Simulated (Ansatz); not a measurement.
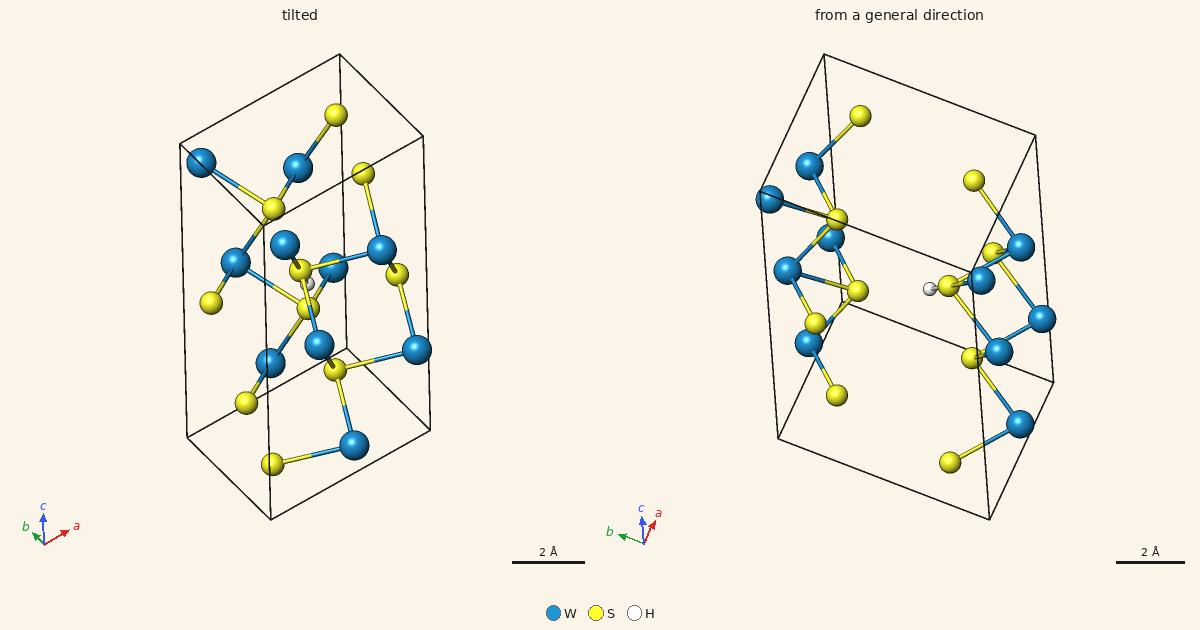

Ball-and-stick representation of a periodic structure, projected slightly off an axis and from a general direction. The lines enclose the supercell; boundary atoms appear with their images. The host is WS2, in a cell of 15 sites, and the cell is neutral.

Where does the cell differ from the host, and how?

An interstitial hydrogen atom. It is bonded to one S at about 1.4 Å. Not all metal-metal contacts are counted.

Level of theory and settings: DFT PBE, scalar-relativistic, plane waves, PAW (Ansatz 0.2.0), plane-wave cutoff 420 eV, the zone sampled with 4×3×4 points, Gaussian smearing of 0.01 eV, collinear spins.

Is the defect magnetic?

Yes, 1.0 μB in the cell.

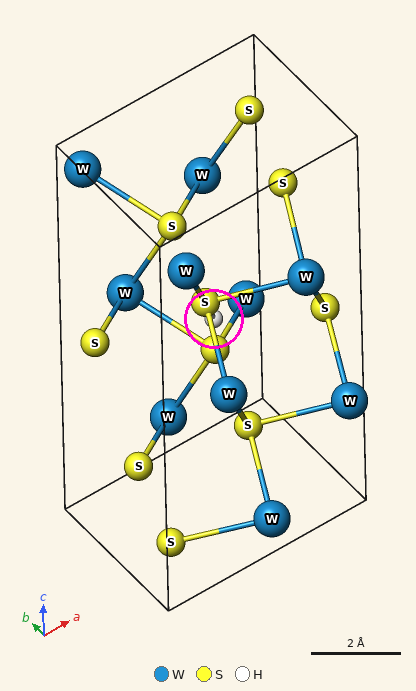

The same cell with a ring at the defect's site.

The atoms were relaxed in the host's cell with Ansatz, DFT PBE, scalar-relativistic, plane waves, PAW.
